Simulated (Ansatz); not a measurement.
**GdO: a changed input and its effect**

System: GdO (F-43m, 2 atoms in the cell).
Method of run A: DFT PBE + D4+U, scalar-relativistic, plane waves, PAW, Ueff = 6 eV on Gd f, spin-polarised (Ansatz 0.2.0).

Text and figures count atoms from 1; the logs count them from 0 in places.

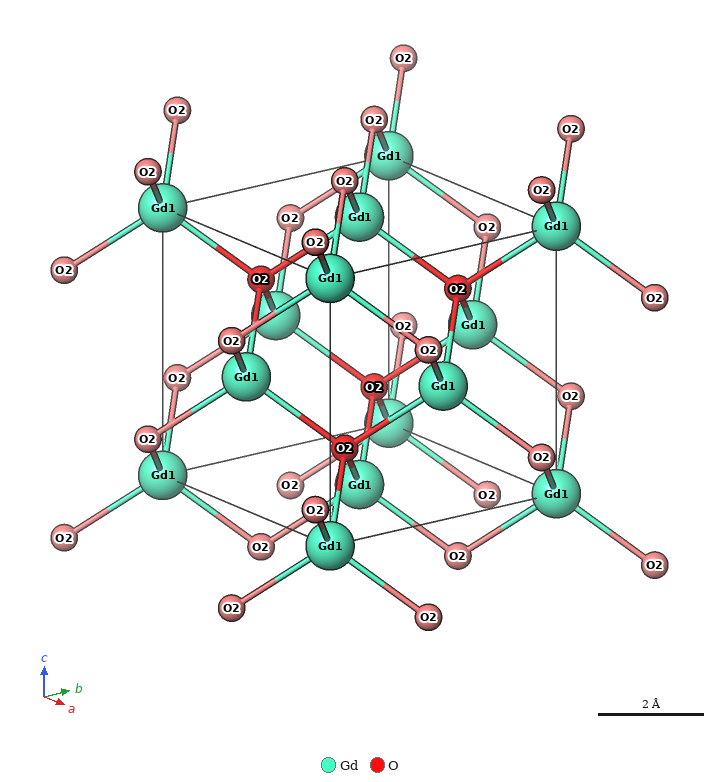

Figure 1. The structure (ball-and-stick view of the cell 4 times as large as that of the calculation, set on its symmetry axes, seen at an oblique angle; neighbours outside the cell are drawn fainter; atoms are numbered from 1 in the order of the input). Near neighbours in the crystal (not all of them lie inside the picture): Gd has 4 O at 2.33 Å; O has 4 Gd at 2.33 Å.

## The input, run A
```yaml
crystal:
  lattice:
    - [0.0, 2.6858834704, 2.6858834704]
    - [2.6858834704, 0.0, 2.6858834704]
    - [2.6858834704, 2.6858834704, 0.0]
  atoms:
    - { symbol: Gd, position: [0.0, 0.0, 0.0], spin: 7.72 }
    - { symbol: O, position: [0.25, 0.25, 0.25] }
basis:
  ecutwfc: 420
  ecutrho_ratio: 4
kpoints:
  mp_grid: { grid: [8, 8, 8] }
hamiltonian:
  xc: pbe
  dispersion: d4
  hubbard:
    sites:
      - { species: Gd, l: f, u_eff: 6.0, starting_ns: start.occupation_matrices }
    ns_hold: { iters: 6 }
scf:
  occupations: { method: gaussian, width: 0.05 }
  lower_state_search: "off"
output:
  forces: true
  stress: true
  eigenvalues: true
  populations: true
  hubbard: { sites: [{ species: Gd, l: f }] }
magnetization:
  spin_polarized: true
```

Command:
```bash
ansatz run input.yaml --threads 4 --pin off --max-ram 6144MiB --backend cpu --events-out ev --progress --plain --runs-dir out
```

Hardware: 4 threads of Arm Neoverse V1, 24 GiB of memory available, shared host.

## Output, shortened to warnings, some set-up lines, iterations and results (run A)
```
Basis set: ecut = 420 eV, 749 PW (Γ), exchange–correlation on 54×54×54 points (8 copies of the dense FFT grid, shifted against one another)
Symmetry: 24 space group operations
k-points: 29 of 512 (time reversal used)
Initial density: superposition of atomic densities (chi_scale 0.1, normalization cell, long waves kept (reshape's long-wave potential 0.00 eV rms))
[...]
SCF iter   1: F=—  HF=-9899.746407 eV  |F-HF|=—  |Δ(HF+E_count)|=         —  Δρ=2.43e-1 (↑2.15e-1 ↓2.43e-1)  dr2=1.54e0  dr2_m=1.81e1  M=7.867 μB ∫|m|=8.071 μB  β_m=1.00  …
SCF iter   2: F=—  HF=-9896.560288 eV  |F-HF|=—  |Δ(HF+E_count)|=    3.19e0  Δρ=3.32e-2 (↑1.88e-2 ↓3.32e-2)  dr2=3.14e-1  dr2_m=1.16e-1  M=7.895 μB ∫|m|=7.965 μB  β_m=1.00  …
SCF iter   3: F=—  HF=-9899.524999 eV  |F-HF|=—  |Δ(HF+E_count)|=    2.96e0  Δρ=1.06e-2 (↑1.06e-2 ↓8.42e-3)  dr2=7.91e-2  dr2_m=3.79e-3  M=7.920 μB ∫|m|=7.937 μB  β_m=1.00  …
SCF iter   4: F=—  HF=-9901.289874 eV  |F-HF|=—  |Δ(HF+E_count)|=    1.76e0  Δρ=3.56e-3 (↑3.56e-3 ↓1.58e-3)  dr2=4.09e-3  dr2_m=1.82e-3  M=7.941 μB ∫|m|=7.944 μB  β_m=0.30  …
SCF iter   5: F=—  HF=-9902.080297 eV  |F-HF|=—  |Δ(HF+E_count)|=   7.90e-1  Δρ=2.59e-3 (↑2.59e-3 ↓2.47e-3)  dr2=9.34e-4  dr2_m=2.03e-3  M=7.941 μB ∫|m|=7.944 μB  β_m=0.30  …
SCF iter   6: F=—  HF=-9902.453170 eV  |F-HF|=—  |Δ(HF+E_count)|=   3.73e-1  Δρ=2.67e-3 (↑2.33e-3 ↓2.67e-3)  dr2=3.83e-4  dr2_m=2.10e-3  M=7.941 μB ∫|m|=7.943 μB  β_m=0.65  …
SCF iter   7: F=—  HF=-9902.818513 eV  |F-HF|=—  |Δ(HF+E_count)|=   3.65e-1  Δρ=2.34e-3 (↑2.34e-3 ↓9.97e-4)  dr2=2.14e-3  dr2_m=6.32e-4  M=7.941 μB ∫|m|=7.943 μB  β_m=0.65  …
SCF iter   8: F=—  HF=-9902.818775 eV  |F-HF|=—  |Δ(HF+E_count)|=         —  Δρ=1.68e-3 (↑1.50e-3 ↓1.68e-3)  dr2=3.49e-3  dr2_m=6.60e-5  M=7.941 μB ∫|m|=7.943 μB  β_m=0.65  …
SCF iter   9: F=—  HF=-9902.820270 eV  |F-HF|=—  |Δ(HF+E_count)|=   1.49e-3  Δρ=2.74e-3 (↑2.74e-3 ↓2.48e-3)  dr2=9.82e-3  dr2_m=3.87e-5  M=7.941 μB ∫|m|=7.943 μB  β_m=0.45  …
SCF iter  10: F=—  HF=-9902.818003 eV  |F-HF|=—  |Δ(HF+E_count)|=   2.27e-3  Δρ=2.83e-4 (↑2.83e-4 ↓2.37e-4)  dr2=6.17e-6  dr2_m=2.20e-5  M=7.941 μB ∫|m|=7.943 μB  β_m=0.59  …
SCF iter  11: F=—  HF=-9902.818023 eV  |F-HF|=—  |Δ(HF+E_count)|=   2.02e-5  Δρ=7.33e-5 (↑4.51e-5 ↓7.33e-5)  dr2=1.23e-6  dr2_m=9.94e-7  M=7.941 μB ∫|m|=7.943 μB  β_m=0.56  …
SCF iter  12: F=-9902.818023 eV  HF=-9902.818023 eV  |F-HF|=5.59e-9  |Δ(HF+E_count)|=   7.17e-8  Δρ=5.68e-6 (↑5.68e-6 ↓4.60e-6)  dr2=8.06e-9  dr2_m=7.15e-9  M=7.941 μB …
SCF 1 converged in 12 iterations: F = -9902.818023 eV  dr2 = 8.06e-9
SCF converged after 12 iterations
Magnetization: 7.9414 μB (15.9707 up, 8.0293 down)
Absolute magnetization: 7.9432 μB (∫|ρ↑−ρ↓|, with the PAW one-centre terms)
Spin contamination: 0.0094 ħ² per cell (⟨S²⟩ above its minimum at these occupations)
Per-site moments (μB) at R_I (Å): [(7.012815794993231, 0.9594928682505826), (0.021585882039642047, 0.9594928682505826)]
Free energy (F): -9902.818023 eV
Harris-Foulkes:  -9902.818023 eV  (|F-HF|=5.59e-9)
Internal energy: -9902.817022 eV  (E = F + TS)
E sigma→0 (E₀):  -9902.817522 eV
Entropy (-TS):   -0.001002 eV (-0.501 meV/atom)
Fermi energy:    12.751671 eV
--- Per-component energies (eV) ---
  E_band       = -46.627311
  E_kinetic    = 581.163041
  E_local      = -2461.689418  (includes V_loc(G=0)·N_el)
  E_nonlocal   = 332.794300
  E_hartree    = 1004.318063
  E_xc         = -309.367523
  E_vxc        = -350.032661  (∫ρ·V_xc dr)
  E_hubbard    = 0.091133  (on-site DFT+U / exact-exchange correction)
  E_vhub       = -20.881342  (the Hubbard potential's part of the band-sum identity)
  E_paw        = -6605.233363  (= ΣΔE_a)
  E_vpaw       = -136.622178  (= ΣTr[D̂ρ^β])
  E_aug_tail   = 0.002439  (compensation charges beyond the density's cutoff)
  E_ewald      = -2444.411714
  E_disp       = -0.483977  (pairwise vdW)
  E_smearing   = -0.001002  (= −TS)
  E_closure    = -0.000000  (closes the sum)
  Σ components = -9902.818023   (vs F -9902.818023, Δ=0.00e0)
--- Specified on-site occupations, and those of the state reported ---
  electrons in the specified blocks: 7.0208 specified, 7.0212 found
  site 0 (l=f) ↓: largest change of an orbital's occupation 0.0002; electrons 0.0252 specified, 0.0259 found; spectral distance 0.0003
  site 0 (l=f) ↑: largest change of an orbital's occupation 0.0001; electrons 6.9956 specified, 6.9954 found; spectral distance 0.0001
--- Forces (eV/Å), atoms counted from 1 ---
  atom   1  Gd     0.00000000    -0.00000000    -0.00000000
  atom   2  O     -0.00000000     0.00000000    -0.00000000
  max |Σ_I F_I| component: 1.48e-16 eV/Å
--- Stress (GPa, compression-positive) ---
       -0.798594       0.000000      -0.000000
        0.000000      -0.798594       0.000000
       -0.000000       0.000000      -0.798594
  P = ⅓ Tr σ = -0.7986 GPa (-7.986 kbar)
Occupation matrices written to [file]
--- Löwdin populations: 2 sites ---
  site symbol       q [e]    m [muB]
     0     Gd     17.2813     7.8449
     1      O      6.6246     0.0332
  spilling = 0.003922 (of n_electrons = 24.000000)
--- Occupation matrices: 1 shell (run DFT+U table (all-electron-ortho-atomic); ε = 4.44e-4) ---
  Gd0 f_4F: site group Td (-43m)
[...]
```

The input of run B differs as follows (lines with − go, lines with + come):
```diff
-    - [0.0, 2.6858834704, 2.6858834704]
-    - [2.6858834704, 0.0, 2.6858834704]
-    - [2.6858834704, 2.6858834704, 0.0]
+    - [0.0, 2.6609935952, 2.6609935952]
+    - [2.6609935952, 0.0, 2.6609935952]
+    - [2.6609935952, 2.6609935952, 0.0]
-    - { symbol: Gd, position: [0.0, 0.0, 0.0], spin: 7.72 }
+    - { symbol: Gd, position: [0.0, 0.0, 0.0], spin: 7.71 }
```

What does this change do to the results?

With the same functional and potentials, run B lies 2.3 meV per atom higher. The pressure goes from −0.80 to 2.20 GPa. The volume per atom goes from 19.38 to 18.84 Å³. The SCF takes 16 iterations against 12. The plane waves at Γ go from 749 to 725.

## Output, shortened to warnings, some set-up lines, iterations and results (run B)
```
Basis set: ecut = 420 eV, 725 PW (Γ), exchange–correlation on 54×54×54 points (8 copies of the dense FFT grid, shifted against one another)
Symmetry: 24 space group operations
k-points: 29 of 512 (time reversal used)
Initial density: superposition of atomic densities (chi_scale 0.1, normalization cell, long waves kept (reshape's long-wave potential 0.00 eV rms))
[...]
SCF iter   1: F=—  HF=-9899.725777 eV  |F-HF|=—  |Δ(HF+E_count)|=         —  Δρ=2.46e-1 (↑2.18e-1 ↓2.46e-1)  dr2=1.41e0  dr2_m=1.82e1  M=7.871 μB ∫|m|=8.068 μB  β_m=1.00  …
SCF iter   2: F=—  HF=-9896.558907 eV  |F-HF|=—  |Δ(HF+E_count)|=    3.17e0  Δρ=3.35e-2 (↑1.91e-2 ↓3.35e-2)  dr2=3.16e-1  dr2_m=1.15e-1  M=7.895 μB ∫|m|=7.963 μB  β_m=1.00  …
SCF iter   3: F=—  HF=-9899.543540 eV  |F-HF|=—  |Δ(HF+E_count)|=    2.98e0  Δρ=1.22e-2 (↑1.22e-2 ↓8.70e-3)  dr2=1.18e-1  dr2_m=4.33e-3  M=7.924 μB ∫|m|=7.938 μB  β_m=1.00  …
SCF iter   4: F=—  HF=-9901.288890 eV  |F-HF|=—  |Δ(HF+E_count)|=    1.75e0  Δρ=4.94e-3 (↑4.94e-3 ↓3.12e-3)  dr2=2.68e-2  dr2_m=2.13e-3  M=7.941 μB ∫|m|=7.944 μB  β_m=0.30  …
SCF iter   5: F=—  HF=-9902.094431 eV  |F-HF|=—  |Δ(HF+E_count)|=   8.06e-1  Δρ=4.08e-3 (↑4.08e-3 ↓3.29e-3)  dr2=7.24e-3  dr2_m=1.84e-3  M=7.941 μB ∫|m|=7.943 μB  β_m=1.00  …
[... 7 lines ...]
SCF iter  13: F=—  HF=-9902.813515 eV  |F-HF|=—  |Δ(HF+E_count)|=   5.42e-3  Δρ=2.39e-4 (↑2.39e-4 ↓9.93e-5)  dr2=6.38e-6  dr2_m=9.69e-6  M=7.941 μB ∫|m|=7.943 μB  β_m=0.70  …
SCF iter  14: F=—  HF=-9902.813514 eV  |F-HF|=—  |Δ(HF+E_count)|=   5.55e-7  Δρ=5.56e-5 (↑4.51e-5 ↓5.56e-5)  dr2=5.51e-7  dr2_m=7.03e-7  M=7.941 μB ∫|m|=7.943 μB  β_m=0.73  …
SCF iter  15: F=—  HF=-9902.813514 eV  |F-HF|=—  |Δ(HF+E_count)|=   1.40e-8  Δρ=3.32e-5 (↑3.32e-5 ↓1.47e-5)  dr2=4.02e-7  dr2_m=1.25e-7  M=7.941 μB ∫|m|=7.943 μB  β_m=0.72  …
SCF iter  16: F=-9902.813514 eV  HF=-9902.813514 eV  |F-HF|=5.76e-8  |Δ(HF+E_count)|=   6.04e-8  Δρ=1.15e-5 (↑1.15e-5 ↓4.49e-6)  dr2=3.91e-8  dr2_m=1.63e-8  M=7.941 μB …
SCF 1 converged in 16 iterations: F = -9902.813514 eV  dr2 = 3.91e-8
SCF converged after 16 iterations
Magnetization: 7.9414 μB (15.9707 up, 8.0293 down)
Absolute magnetization: 7.9431 μB (∫|ρ↑−ρ↓|, with the PAW one-centre terms)
Spin contamination: 0.0093 ħ² per cell (⟨S²⟩ above its minimum at these occupations)
Per-site moments (μB) at R_I (Å): [(7.002807250339798, 0.9506013217597402), (0.02162040768958157, 0.9506013217597402)]
Free energy (F): -9902.813514 eV
Harris-Foulkes:  -9902.813514 eV  (|F-HF|=5.76e-8)
Internal energy: -9902.812505 eV  (E = F + TS)
E sigma→0 (E₀):  -9902.813009 eV
Entropy (-TS):   -0.001009 eV (-0.505 meV/atom)
Fermi energy:    13.200825 eV
--- Per-component energies (eV) ---
  E_band       = -36.254844
  E_kinetic    = 582.609384
  E_local      = -2427.321985  (includes V_loc(G=0)·N_el)
  E_nonlocal   = 332.699176
  E_hartree    = 991.971775
  E_xc         = -309.829991
  E_vxc        = -350.657737  (∫ρ·V_xc dr)
  E_hubbard    = 0.095950  (on-site DFT+U / exact-exchange correction)
  E_vhub       = -20.873980  (the Hubbard potential's part of the band-sum identity)
  E_paw        = -6605.264096  (= ΣΔE_a)
  E_vpaw       = -136.667279  (= ΣTr[D̂ρ^β])
  E_aug_tail   = 0.002417  (compensation charges beyond the density's cutoff)
  E_ewald      = -2467.275768
  E_disp       = -0.499366  (pairwise vdW)
  E_smearing   = -0.001009  (= −TS)
  E_closure    = 0.000000  (closes the sum)
  Σ components = -9902.813514   (vs F -9902.813514, Δ=0.00e0)
--- Specified on-site occupations, and those of the state reported ---
  electrons in the specified blocks: 7.0214 specified, 7.0220 found
  site 0 (l=f) ↓: largest change of an orbital's occupation 0.0003; electrons 0.0262 specified, 0.0270 found; spectral distance 0.0004
  site 0 (l=f) ↑: largest change of an orbital's occupation 0.0001; electrons 6.9952 specified, 6.9949 found; spectral distance 0.0002
--- Forces (eV/Å), atoms counted from 1 ---
  atom   1  Gd     0.00000000    -0.00000000    -0.00000000
  atom   2  O     -0.00000000     0.00000000     0.00000000
  max |Σ_I F_I| component: 4.63e-17 eV/Å
--- Stress (GPa, compression-positive) ---
        2.198021       0.000000      -0.000000
        0.000000       2.198021      -0.000000
       -0.000000      -0.000000       2.198021
  P = ⅓ Tr σ = 2.1980 GPa (21.980 kbar)
Occupation matrices written to [file]
--- Löwdin populations: 2 sites ---
  site symbol       q [e]    m [muB]
     0     Gd     17.2996     7.8458
     1      O      6.6093     0.0341
  spilling = 0.003795 (of n_electrons = 24.000000)
--- Occupation matrices: 1 shell (run DFT+U table (all-electron-ortho-atomic); ε = 1.39e-4) ---
  Gd0 f_4F: site group Td (-43m)
[...]
```

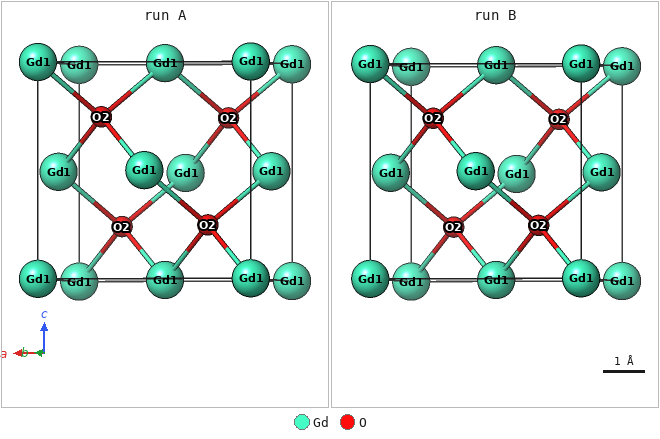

Figure 2. The two input geometries at one scale (ball-and-stick view of the cell 4 times as large as that of the calculation, set on its symmetry axes, seen at an oblique angle). No atom moves by more than 0.005 Å relative to the cell. Cell: a = b = c 5.372 → 5.322 Å (−0.9 %). Volume −2.8 %. Among the contacts that change: Gd1–O2 2.326 → 2.304 Å.

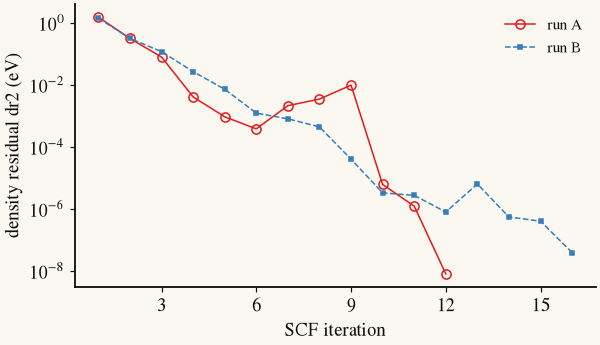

Figure 3. Convergence of the two runs: density residual dr2 against the SCF iteration. Run A takes 12 iterations in all, and run B takes 16.

## The two runs side by side

```tsv
quantity	run A	run B
outcome	converged	converged
free energy per atom (eV)	−4951.4090	−4951.4068
energy per atom, smearing taken to zero (eV)	−4951.4088	−4951.4065
gap on the mesh (eV)	0.00	0.00
net moment of the cell (μB)	7.94	7.94
absolute moment of the cell (μB)	7.94	7.94
pressure (GPa)	−0.80	2.20
volume per atom (Å³)	19.38	18.84
largest force (eV/Å)	0.000	0.000
SCF iterations	12	16
irreducible k-points	29	29
plane waves at Γ	749	725
wall time (shared host)	2.9 s	3.3 s
```

For both runs: DFT+U on an f shell has many self-consistent states, and spin–orbit coupling is left out here. For run A: Warnings: the state was not tested for a lower one.
